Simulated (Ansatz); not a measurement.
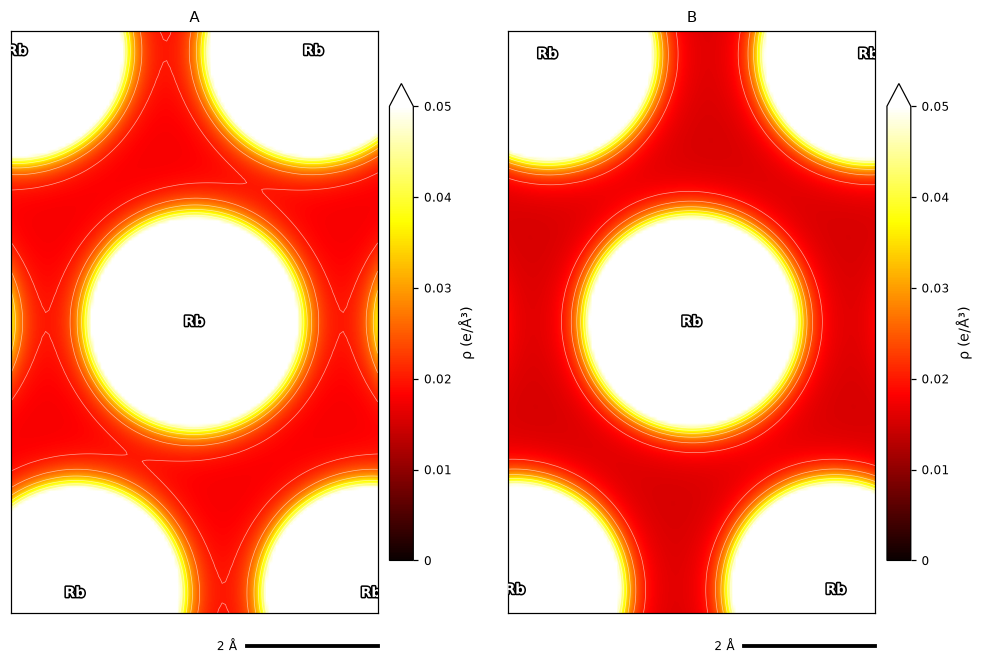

Rb. The valence pseudo-density of two cells that differ in size and shape, on the (101̄) plane of each (indices in the axes of the calculation cell), at one length scale and on one colour scale: B has 78.2 Å³ an atom and A 69.9.

Level of theory: Ansatz 0.2.0, DFT LDA, scalar-relativistic, plane waves, PAW.

In a PAW calculation such maps are meaningful between the atoms, not at the nuclei.

The larger cell:

```cif
data_structure
_symmetry_space_group_name_H-M 'P 1'
_symmetry_Int_Tables_number 1
_cell_length_a 4.8951
_cell_length_b 4.8951
_cell_length_c 4.8951
_cell_angle_alpha 123.418
_cell_angle_beta 123.418
_cell_angle_gamma 84.176
_cell_volume 78.21
loop_
_atom_site_label
_atom_site_type_symbol
_atom_site_fract_x
_atom_site_fract_y
_atom_site_fract_z
_atom_site_occupancy
Rb1 Rb 0.00000 0.00000 0.00000 1
```

The smaller cell: a = 4.517 Å, b = 4.517 Å, c = 4.517 Å, α = 113.75°, β = 113.75°, γ = 101.22°.

**What changes from the larger cell to the smaller?**

From the larger cell to the smaller, Rb–Rb goes from 4.64 to 4.52 Å, and the density at its midpoint from 0.02 to 0.02 e/Å³; the pressure goes from 0.0 to 0.5 GPa.
